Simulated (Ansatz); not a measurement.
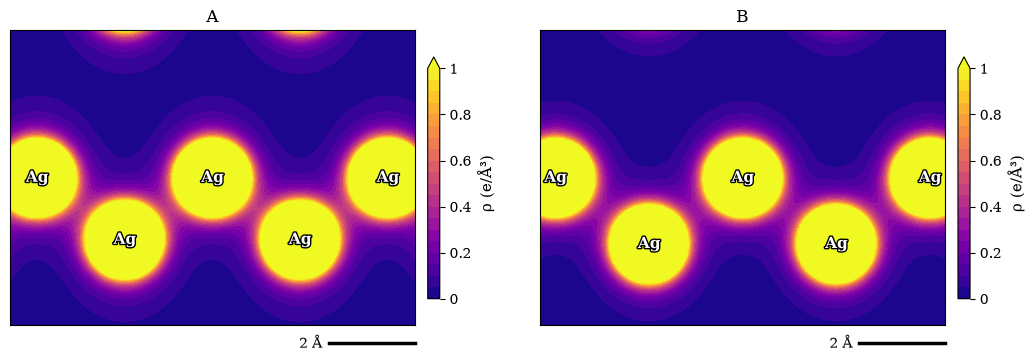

Ag. The valence charge density (pseudo) of two cells that differ in size, on the (101̄) plane of each (indices in the axes of the calculation cell), at one length scale and on one colour scale; one has 24.0 and the other 29.2 Å³ an atom.

These are results of DFT, LDA (PW92), plane waves (420 eV) with PAW, scalar-relativistic in Ansatz, not measurements.

The density is the valence pseudo-density of a PAW calculation; it isn't the true density close to the nuclei.

> Which is the denser cell? Describe the effect of the change.

Panel A is the smaller cell, by 18 % in volume. From the larger cell to the smaller, Ag–Ag goes from 2.67 to 2.50 Å, and the density at its midpoint from 0.32 to 0.45 e/Å³; the pressure goes from −4.3 to 5 GPa.
